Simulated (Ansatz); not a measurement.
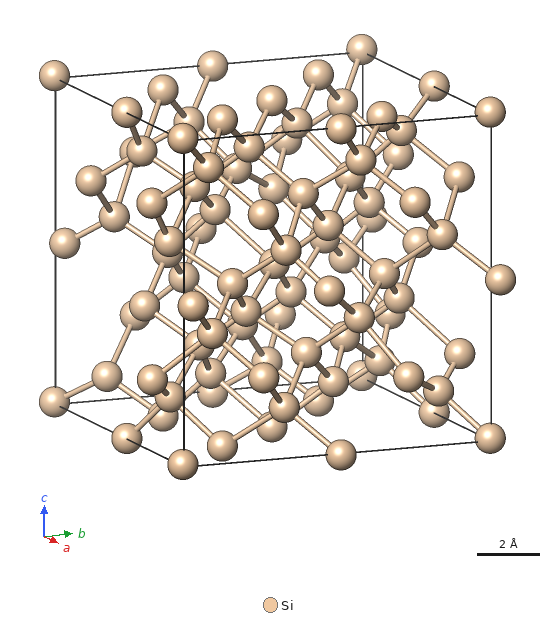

*The input geometry (ball-and-stick view of the cell of the calculation, seen slightly off an axis).*

Near neighbours in the crystal (not all of them lie inside the picture): Si has 4 Si at 1.79 to 2.79 Å; Si has 3 Si at 1.97 to 2.55 Å.

Single-point calculation, with input and output: Si$_{64}$

The run: single-point calculation of Si$_{64}$ (P1, 64 atoms in the cell). Method and program: DFT, PBEsol, PAW, plane waves (Ansatz 0.2.0).

The structure was built on a prototype by a generator.

Input file
```yaml
crystal:
  lattice:
    - [10.865579, 0.000000, 0.000000]
    - [0.000000, 10.865579, 0.000000]
    - [0.000000, 0.000000, 10.865579]
  atoms:
    - { symbol: Si, position: [0.989833, 0.000753, 0.005873] }
    - { symbol: Si, position: [0.020082, 0.021627, 0.495950] }
    - { symbol: Si, position: [0.993581, 0.513880, 0.994730] }
    - { symbol: Si, position: [0.982385, 0.481004, 0.497263] }
    - { symbol: Si, position: [0.514551, 0.017038, 0.992981] }
    - { symbol: Si, position: [0.500926, 0.970271, 0.514754] }
    - { symbol: Si, position: [0.520811, 0.486371, 0.992230] }
    - { symbol: Si, position: [0.495603, 0.504647, 0.486489] }
    - { symbol: Si, position: [0.136435, 0.110719, 0.103064] }
    - { symbol: Si, position: [0.130950, 0.136552, 0.589404] }
    - { symbol: Si, position: [0.137976, 0.630567, 0.106117] }
    - { symbol: Si, position: [0.133652, 0.654432, 0.634171] }
    - { symbol: Si, position: [0.626326, 0.111476, 0.134207] }
    - { symbol: Si, position: [0.634254, 0.105947, 0.612792] }
    - { symbol: Si, position: [0.626137, 0.642071, 0.138525] }
    - { symbol: Si, position: [0.643898, 0.618238, 0.622887] }
    - { symbol: Si, position: [0.246221, 0.246920, 0.991635] }
    - { symbol: Si, position: [0.253502, 0.258779, 0.493894] }
    - { symbol: Si, position: [0.249517, 0.751022, 0.997944] }
    - { symbol: Si, position: [0.256378, 0.768687, 0.497920] }
    - { symbol: Si, position: [0.740493, 0.233372, 0.995731] }
    - { symbol: Si, position: [0.752163, 0.261636, 0.493769] }
    - { symbol: Si, position: [0.771295, 0.739434, 0.971659] }
    - { symbol: Si, position: [0.743234, 0.759350, 0.482842] }
    - { symbol: Si, position: [0.348055, 0.359357, 0.133205] }
    - { symbol: Si, position: [0.358311, 0.369611, 0.636204] }
    - { symbol: Si, position: [0.377654, 0.897856, 0.134509] }
    - { symbol: Si, position: [0.365304, 0.867884, 0.619765] }
    - { symbol: Si, position: [0.871364, 0.380073, 0.127667] }
    - { symbol: Si, position: [0.886018, 0.379925, 0.612380] }
    - { symbol: Si, position: [0.873765, 0.881346, 0.138169] }
    - { symbol: Si, position: [0.903472, 0.880785, 0.623316] }
    - { symbol: Si, position: [0.269278, 0.975957, 0.251282] }
    - { symbol: Si, position: [0.276750, 0.999677, 0.738645] }
    - { symbol: Si, position: [0.247179, 0.504859, 0.251189] }
    - { symbol: Si, position: [0.245879, 0.486342, 0.731693] }
    - { symbol: Si, position: [0.784450, 0.987305, 0.226993] }
    - { symbol: Si, position: [0.729128, 0.008766, 0.756195] }
    - { symbol: Si, position: [0.739290, 0.507199, 0.260704] }
    - { symbol: Si, position: [0.750278, 0.492466, 0.751110] }
    - { symbol: Si, position: [0.355750, 0.141125, 0.359049] }
    - { symbol: Si, position: [0.392692, 0.116834, 0.842881] }
    - { symbol: Si, position: [0.361576, 0.615112, 0.364965] }
    - { symbol: Si, position: [0.370756, 0.630870, 0.882922] }
    - { symbol: Si, position: [0.894926, 0.136289, 0.378391] }
    - { symbol: Si, position: [0.887182, 0.127134, 0.886324] }
    - { symbol: Si, position: [0.875555, 0.622529, 0.383995] }
    - { symbol: Si, position: [0.890977, 0.621023, 0.870314] }
    - { symbol: Si, position: [0.994460, 0.261912, 0.251461] }
    - { symbol: Si, position: [0.999574, 0.258355, 0.753098] }
    - { symbol: Si, position: [0.002763, 0.730103, 0.218183] }
    - { symbol: Si, position: [0.979551, 0.760670, 0.746699] }
    - { symbol: Si, position: [0.517941, 0.251543, 0.261576] }
    - { symbol: Si, position: [0.506010, 0.241179, 0.745946] }
    - { symbol: Si, position: [0.491200, 0.735476, 0.242892] }
    - { symbol: Si, position: [0.499414, 0.749566, 0.735317] }
    - { symbol: Si, position: [0.119166, 0.367898, 0.382395] }
    - { symbol: Si, position: [0.116597, 0.385843, 0.857401] }
    - { symbol: Si, position: [0.112061, 0.892254, 0.398615] }
    - { symbol: Si, position: [0.124343, 0.881814, 0.874551] }
    - { symbol: Si, position: [0.627868, 0.357720, 0.377436] }
    - { symbol: Si, position: [0.630566, 0.366657, 0.880435] }
    - { symbol: Si, position: [0.636993, 0.851764, 0.379919] }
    - { symbol: Si, position: [0.622758, 0.864853, 0.889669] }
kpoints:
  mp_grid: { grid: [1, 1, 1], shift: [0.5, 0.5, 0.5] }
hamiltonian:
  xc: pbesol
scf:
  occupations: { method: fermi_dirac, width: 0.01 }
output:
  forces: true
  eigenvalues: true
  stress: true
  populations: true
  eigenstates: { kpoints: [[0.5, 0.5, 0.5]], e_range: [-6.0, 6.0], localisation: true }
```

Hardware: 7 threads of Arm Neoverse-V2, shared host.

Output
```
Pseudopotentials: kind: paw
Functional definition: PBEsol
  exchange = pbesol_x
  correlation = pbesol_c
Crystal: 64 atoms, lattice volume = 1282.799 Å³
Basis set: ecut = 420 eV, 25173 PW (Γ), exchange–correlation on 150×150×150 points (8 copies of the dense FFT grid, shifted against one another)
Bands: 192, of which v1, the nominal top of the filled ones, is band 128 counted from 1 (127 counted from 0)
Symmetry: 1 space group operations
Space group: P1 (ITA 1), of the structure as read, at distance tolerance 1.1e-4 Å
k-points: 1
Non-local potential: Si, projectors of the file, l = 0: 2, l = 1: 2, l = 2: 2
PAW form: soft (Blöchl's): semilocal exchange-correlation on the pseudo side does not see the compensation charge
PAW frozen core: Si, regenerated for the run's functional, and the local potential with it (the file was generated under x = pbe(κ = 0.804, μ = 0.2195149727645171), c = pbe(β = 0.06672455060314922))
PAW one-centre angular grid: Si, 110 points (default); XC on 64 Gauss nodes
Initial density: superposition of atomic densities (neutral atoms: chi_scale 0, normalization atom), corrected by the library's trained network
Initial wavefunctions: pseudopotential atomic-orbital guess
Functional: x = pbesol(κ = 0.804, μ = 0.12345679012345678), c = pbesol(β = 0.046)
SCF iter   1: F=—  HF=-39742.277240 eV  |F-HF|=—  |Δ(HF+E_count)|=         —  Δρ=2.85e-3  dr2=1.89e-1  ethr=1.77e-3  ⟨swp⟩=7.0  Hψ=887  notcnv=0  defer=35
preconditioner: auto → Resta (q_TF=auto, 2.086 Å⁻¹)  ε∞=5.7  [insulator: Δε(μ)=0.428 eV  Ē_g=7.624 eV  σ=0.010 eV  W_gap=1.00  n_scr=202 (ndim 8)  ℏωp=16.6 eV  f_vac=0.000  D(μ)=0.00/eV (n_scr^D=0)  ε∞_Penn≈5.7]
SCF iter   2: F=—  HF=-39742.251467 eV  |F-HF|=—  |Δ(HF+E_count)|=   2.58e-2  Δρ=1.56e-3  dr2=4.47e-2  ethr=7.37e-5  ⟨swp⟩=2.0  Hψ=240  notcnv=0  defer=56
SCF iter   3: F=—  HF=-39742.244388 eV  |F-HF|=—  |Δ(HF+E_count)|=   7.08e-3  Δρ=2.82e-4  dr2=2.71e-3  ethr=1.74e-5  ⟨swp⟩=4.0  Hψ=336  notcnv=0  defer=56
SCF iter   4: F=—  HF=-39742.244233 eV  |F-HF|=—  |Δ(HF+E_count)|=   1.55e-4  Δρ=1.12e-4  dr2=3.22e-4  ethr=1.06e-6  ⟨swp⟩=2.0  Hψ=246  notcnv=0  defer=56
SCF iter   5: F=—  HF=-39742.244294 eV  |F-HF|=—  |Δ(HF+E_count)|=   6.07e-5  Δρ=3.56e-5  dr2=4.70e-5  ethr=1.26e-7  ⟨swp⟩=2.0  Hψ=203  notcnv=0  defer=56
SCF iter   6: F=—  HF=-39742.243448 eV  |F-HF|=—  |Δ(HF+E_count)|=   8.45e-4  Δρ=1.04e-5  dr2=3.32e-6  ethr=1.84e-8  ⟨swp⟩=3.0  Hψ=312  notcnv=0  defer=56
SCF iter   7: F=—  HF=-39742.243449 eV  |F-HF|=—  |Δ(HF+E_count)|=   7.28e-7  Δρ=3.57e-6  dr2=7.15e-7  ethr=1.30e-9  ⟨swp⟩=2.0  Hψ=214  notcnv=0  defer=56
SCF iter   8: F=-39742.243449 eV  HF=-39742.243449 eV  |F-HF|=3.27e-8  |Δ(HF+E_count)|=   2.58e-8  Δρ=1.04e-6  dr2=5.56e-8  ethr=3.91e-11  ⟨swp⟩=18.0  Hψ=1423  notcnv=0
SCF 1 converged in 8 iterations: F = -39742.243449 eV  dr2 = 5.56e-8
  greatest PAW one-centre occupation: 0.674 electrons in one spin orbital (limit 2), on the Si atom at site 30 (counted from 0), in its partial waves of l = 0
NSCF: frozen V_eff on 1 k-points
SCF converged after 8 iterations
Free energy (F): -39742.243449 eV
Harris-Foulkes:  -39742.243449 eV  (|F-HF|=3.27e-8)
Internal energy: -39742.243449 eV  (E = F + TS)
E sigma→0 (E₀):  -39742.243449 eV
Fermi energy:    6.475287 eV
--- Per-component energies (eV) ---
  E_band       = 274.193397
  E_kinetic    = 2618.444032
  E_local      = -1924.178275  (includes V_loc(G=0)·N_el)
  E_nonlocal   = 1692.721727
  E_hartree    = 527.859795
  E_xc         = -3507.360765
  E_vxc        = -3006.189192  (∫ρ·V_xc dr)
  E_paw        = -31937.858496  (= ΣΔE_a)
  E_vpaw       = -162.324141  (= ΣTr[D̂ρ^β])
  E_aug_tail   = 0.000385  (compensation charges beyond the density's cutoff)
  E_ewald      = -7213.891734
  E_core_change = 2.019882  (= ΣΔE_core)
  E_smearing   = -0.000000  (= −TS)
  E_closure    = 0.000000  (closes the sum)
  Σ components = -39742.243449   (vs F -39742.243449, Δ=0.00e0)
--- Forces (eV/Å), atoms counted from 1 ---
  atom   1  Si     1.47971788    -1.05922294    -0.08332105
  atom   2  Si    -5.08430120    -0.96001685     0.79497922
  atom   3  Si     2.12084077    -2.66022871     1.74704400
  atom   4  Si     4.59966625     4.96154190    -2.96284055
  atom   5  Si    -1.67151399    -1.69161573     0.14751585
  atom   6  Si     1.28587759     1.85179143    -2.60130385
  atom   7  Si    -3.07789732     2.60609030     2.65220721
  atom   8  Si     0.48743002    -1.27836459     1.66945539
  atom   9  Si    -0.29330455     0.34282428     2.25984449
  atom  10  Si     2.14505256     1.72710023     6.20319634
  atom  11  Si    -0.56583324    -2.20071965     0.99047298
  atom  12  Si    -0.56365916    -1.96658572    -0.48216317
  atom  13  Si     1.28003204     0.94318960     0.41980868
  atom  14  Si    -1.35440433     2.40628696    -0.94995269
  atom  15  Si     2.21656296    -2.63918322    -3.41250624
  atom  16  Si    -1.94182496     1.02474407    -0.87914093
  atom  17  Si     0.06256240    -0.30256246    -1.97837758
  atom  18  Si     0.74205598     0.70946672    -0.48639000
  atom  19  Si     1.19631629     2.96270647    -0.38325686
  atom  20  Si    -2.59508814    -2.65832166    -2.25863821
  atom  21  Si     1.51984879     0.73708175     1.53591867
  atom  22  Si     1.64143569    -2.94171647     1.62437217
  atom  23  Si    -2.22725349     1.97575195     3.94430243
  atom  24  Si     6.97985588    -4.75124247     6.74066837
  atom  25  Si     3.24061970     0.59326886    -0.04621327
  atom  26  Si     4.47914341    -1.77140778    -2.69343130
  atom  27  Si     4.99696364    -4.77222895    -5.93943972
  atom  28  Si     2.61732874    -0.36282508     1.88005381
  atom  29  Si    -1.27369907     0.46708943    -0.68056285
  atom  30  Si    -4.26422753    -3.44348434     5.17787037
  atom  31  Si     7.56315088   -10.48614637    -9.20746484
  atom  32  Si    -4.39421674     3.10722545    -2.91042377
  atom  33  Si    -6.51097807     4.92004603     4.97971885
  atom  34  Si    -4.65664707    -0.15330121    -0.39867095
  atom  35  Si    -2.59833646    -1.91297614    -1.25875857
  atom  36  Si    -2.05197962     4.98037159     2.80861473
  atom  37  Si    -8.97471764     9.58746464     9.77472394
  atom  38  Si     3.40024243    -1.73400179     1.69380043
  atom  39  Si     0.78151466    -0.50153344    -0.28378871
  atom  40  Si     1.26290340    -0.32841954     0.05212023
  atom  41  Si     2.39038941    -1.56809657     0.10872086
  atom  42  Si    -0.55344945     0.85616990     4.32681665
  atom  43  Si     1.62291247     2.38896186     1.69969652
  atom  44  Si     1.79941199    -1.99204986    -1.94156686
  atom  45  Si    -2.47290863    -0.44571131    -0.91553435
  atom  46  Si    -2.01593234     0.39002857    -1.98098684
  atom  47  Si    -0.03997791     0.23019681    -1.75179577
  atom  48  Si    -1.79545445    -0.50090943    -2.79818671
  atom  49  Si     1.88824504    -0.88637524    -1.60572918
  atom  50  Si    -0.24724329    -1.63358943    -1.91483322
  atom  51  Si    -1.30128136     1.60028128     3.54565611
  atom  52  Si     4.09426047    -1.76818478     2.14555870
  atom  53  Si    -3.67884825    -2.38180497    -2.65636773
  atom  54  Si     1.65886292     1.92605894    -2.16076061
  atom  55  Si    -1.17066797     2.64501618     1.51457752
  atom  56  Si     0.25331586    -0.85007507     1.54691672
  atom  57  Si     0.03977196     1.72171149    -1.24379916
  atom  58  Si     0.57323885     0.09031122     2.27245280
  atom  59  Si     3.21922256    -4.34337696    -4.90430252
  atom  60  Si    -0.07405664     0.05387183    -0.52281260
  atom  61  Si    -0.19391455     4.47970180     0.43176085
  atom  62  Si     0.36841009    -1.08579746    -2.22718310
  atom  63  Si    -6.20262099     5.41671169    -6.17996782
  atom  64  Si    -0.16092543     0.32901377    -1.98836898
  max |Σ_I F_I| component: 4.34e-6 eV/Å
--- Stress (GPa, compression-positive) ---
        5.651766      -2.265819      -0.555570
       -2.265818       6.204307       1.103857
       -0.555570       1.103857       5.929776
  P = ⅓ Tr σ = 5.9286 GPa (59.286 kbar)
--- Band table (eV) ---
  k-point 0: bands = ["-5.6848", "-5.4914", "-5.3717", "-5.3169", "-5.2344", "-5.2174", "-4.9848", "-4.9472", "-4.2284", "-4.0140", "-3.8708", "-3.7718", "-3.7691", "-3.7110", "-3.6136", "-3.5790", "-3.4313", "-3.3540", "-3.3400", "-3.2280", "-3.1574", "-3.0932", "-3.0026", "-2.9952", "-2.9243", "-2.8881", "-2.8277", "-2.7358", "-2.7024", "-2.5970", "-2.4419", "-2.3281", "-1.1494", "-0.9839", "-0.8576", "-0.7683", "-0.6619", "-0.5990", "-0.5804", "-0.5138",
      "-0.4768", "-0.4173", "-0.3624", "-0.3274", "-0.2604", "-0.1986", "-0.1494", "-0.1124", "0.0473", "0.1034", "0.1686", "0.2486", "0.2995", "0.3879", "0.4459", "0.5079", "1.6282", "1.7171", "1.8083", "1.8566", "1.9174", "2.0096", "2.0971", "2.1376", "2.1669", "2.2061", "2.2326", "2.2639", "2.2922", "2.3504", "2.3738", "2.4253", "2.4643", "2.4767", "2.5154", "2.5559", "2.6159", "2.6665", "2.7034", "2.7758",
      "2.7913", "2.8274", "2.8590", "2.9331", "2.9856", "3.0558", "3.0988", "3.1643", "3.4424", "3.4919", "3.5287", "3.6259", "3.6730", "3.6914", "3.7490", "3.7839", "3.8101", "3.8185", "3.9047", "3.9515", "3.9821", "4.0326", "4.0998", "4.1392", "4.1956", "4.2631", "4.2923", "4.3721", "4.4347", "4.4443", "4.4880", "4.5721", "4.9775", "5.0126", "5.0546", "5.1475", "5.2888", "5.3268", "5.4264", "5.6057",
      "5.6499", "5.7405", "5.7848", "5.8592", "5.9578", "6.0590", "6.2287", "6.2812", "6.6694", "6.8090", "6.8443", "6.8881", "6.9681", "7.0625", "7.0759", "7.1376", "7.2258", "7.2677", "7.3107", "7.3449", "7.3660", "7.4325", "7.4720", "7.5101", "7.5608", "7.5920", "7.6322", "7.6746", "7.7281", "7.7678", "7.8123", "7.8488", "7.9400", "7.9763", "8.0339", "8.0448", "8.0804", "8.1655", "8.2895", "8.3844",
      "8.9756", "9.0295", "9.1218", "9.2405", "9.2614", "9.2818", "9.3416", "9.3898", "9.4381", "9.5092", "9.6353", "9.6617", "9.7043", "9.7332", "9.7523", "9.8462", "9.9518", "9.9712", "10.0269", "10.0419", "10.0986", "10.1615", "10.2210", "10.2588", "10.2694", "10.3101", "10.3401", "10.3716", "10.4741", "10.5033", "10.5267", "10.5334"]
--- Löwdin populations: 64 sites ---
  site symbol       q [e]
     0     Si      3.9573
     1     Si      3.9295
     2     Si      3.9601
     3     Si      4.0194
     4     Si      3.9316
     5     Si      4.0115
     6     Si      4.0070
     7     Si      3.9522
     8     Si      3.9902
     9     Si      3.9410
    10     Si      3.9466
    11     Si      3.9602
    12     Si      3.9219
    13     Si      3.9519
    14     Si      3.9636
    15     Si      3.9647
    16     Si      3.9553
    17     Si      3.9346
    18     Si      3.9536
    19     Si      3.9314
    20     Si      3.9525
    21     Si      3.9598
    22     Si      3.9461
    23     Si      3.9321
    24     Si      3.9733
    25     Si      3.9804
    26     Si      3.9785
    27     Si      3.9294
    28     Si      3.9741
    29     Si      3.9344
    30     Si      3.9599
    31     Si      4.0046
    32     Si      3.9484
    33     Si      3.9679
    34     Si      3.9558
    35     Si      3.9651
    36     Si      3.9645
    37     Si      3.9743
    38     Si      3.9580
    39     Si      3.9653
    40     Si      3.9568
    41     Si      3.9426
    42     Si      3.9345
    43     Si      3.9964
    44     Si      3.9271
    45     Si      3.9666
    46     Si      3.9284
    47     Si      3.9357
    48     Si      3.9748
    49     Si      3.9509
    50     Si      3.9254
    51     Si      3.9350
    52     Si      3.9343
    53     Si      3.9560
    54     Si      3.9645
    55     Si      3.9657
    56     Si      3.9466
    57     Si      3.9499
    58     Si      3.9878
    59     Si      3.9637
    60     Si      3.9676
    61     Si      3.9423
    62     Si      3.9892
    63     Si      3.9464
  spilling = 0.010560 (of n_electrons = 256.000000)
```

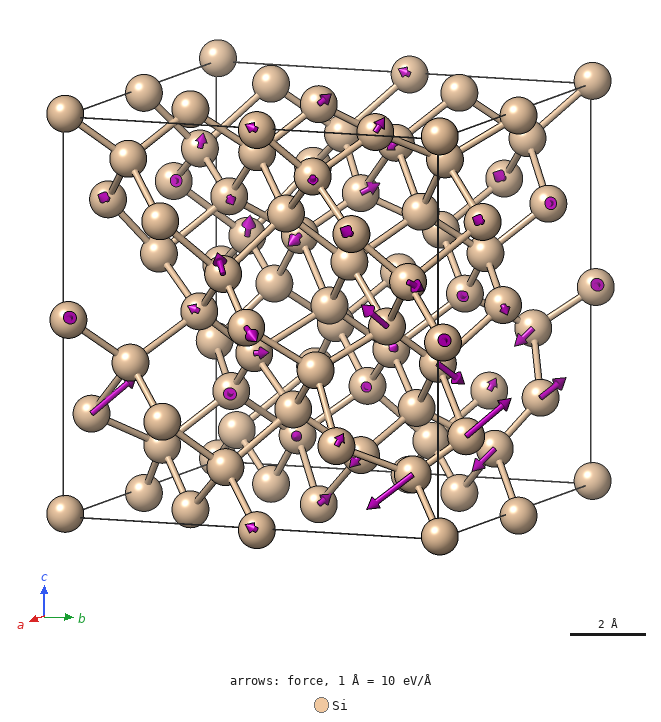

*Forces on the atoms as pink arrows (ball-and-stick view of the cell of the calculation, seen slightly off an axis); the smallest are left out.*

The largest act on Si37 (16.37 eV/Å); Si31 (15.87 eV/Å); Si24 (10.80 eV/Å); Si63 (10.30 eV/Å), among others. Atoms are counted from 1 in the order of the input and aren't labelled in the picture. 

Summary

- outcome: converged
- space group (tolerance 0.01 Å): P1 (1)
- electrons treated: 256
- free energy: −39742.2434 eV
- Fermi energy: 6.475 eV
- pressure: 5.93 GPa
- largest force (length of the vector): 16.371 eV/Å
- wall time: 11 s (CPU time 62 s)
- peak memory: 1.9 GiB

Notes

The k-point mesh is coarse for a cell of this size, so the results may not be converged.
